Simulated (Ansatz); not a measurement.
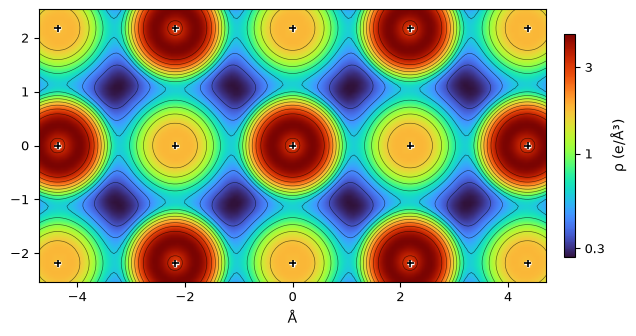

The valence pseudo-density on a plane through atoms (crosses mark nuclei in the plane).

Computed with DFT, PBE, PAW with Ansatz's default frozen-core files, scalar-relativistic in Ansatz 0.2.0.

Candidates:
A. ZnS, a = 5.34 Å, b = 5.34 Å, c = 5.34 Å, α = 90.00°, β = 90.00°, γ = 90.00°. Space group F-43m; computed pressure about 5 GPa in this cell.
B. Co, a = 2.53 Å, b = 2.53 Å, c = 4.10 Å, α = 90.00°, β = 90.00°, γ = 120.00°. Space group P6₃/mmc; computed pressure about −8 GPa in this cell; spin-polarised.
C. TaC, a = 4.36 Å, b = 4.36 Å, c = 4.36 Å, α = 90.00°, β = 90.00°, γ = 90.00°. Space group Fm-3m; computed pressure about 29 GPa in this cell; computed without spin polarisation.

**Which system is this?**

Candidate C: TaC on the (001) plane of the conventional cell, which holds Ta and C. Ta–C (2.18 Å): the density is about 0.62 e/Å³ at the midpoint. Ta–Ta (3.09 Å): the density is about 0.27 e/Å³ at the midpoint.
